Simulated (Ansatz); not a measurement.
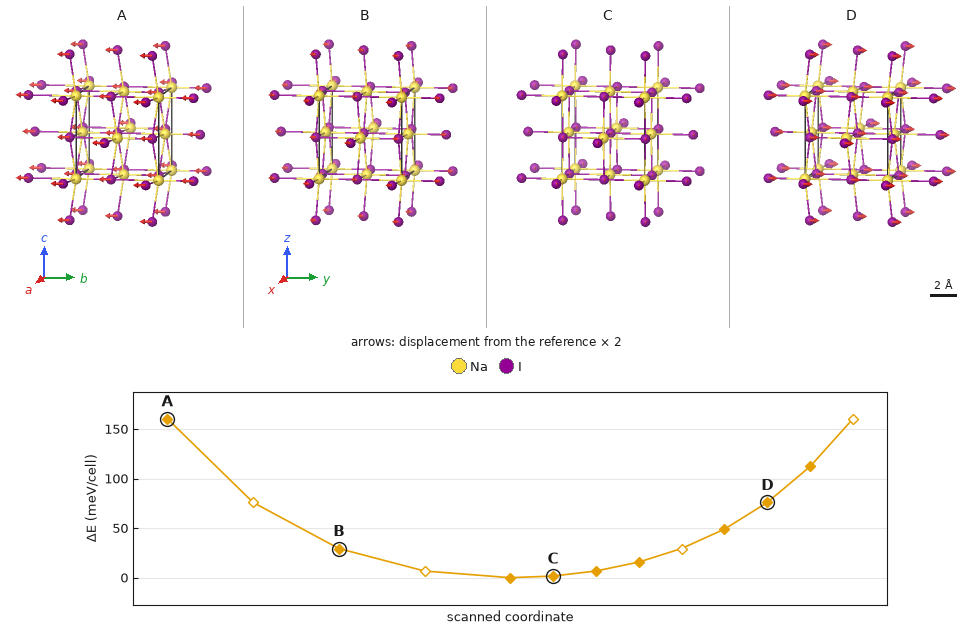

A scan of crystalline NaI (Fm-3m) along one coordinate. Hollow markers are points alike by symmetry, not computed again. Style: ball-and-stick. Shown: the conventional cell (4 times the calculation's cell), along the a axis, with a slight tilt. Red arrows: displacements from the reference. Lengths and directions refer to the drawn axes.

Computed with Ansatz 0.2.0, DFT PBEsol, scalar-relativistic, plane waves, PAW. Settings: plane-wave cutoff 420 eV; k-point mesh 6 × 6 × 6; occupations gaussian; smearing width 0.05 eV; no spin polarisation. Energies (free energies at the smearing named) are counted from the cell as listed in its source, which wasn't relaxed.

**Which coordinate changes from frame to frame?**

The whole I sublattice is shifted rigidly, along Cartesian [0 1 0], all else fixed. In the frames the displacement is −0.50 Å (A), −0.25 Å (B), 0.0625 Å (C), 0.375 Å (D). The lowest computed point lies at the displacement 0.00 Å (0.0 meV/cell). The end points stand at 160.3 meV/cell (−0.50 Å) and 160.3 meV/cell (0.50 Å). The curvature at zero is about 0.86 eV/Å² per cell. The well is symmetric. At the highest point the shortest interatomic distance is 2.74 Å, against 3.24 Å in the reference. The distortion takes the space group from Fm-3m to I4mm.
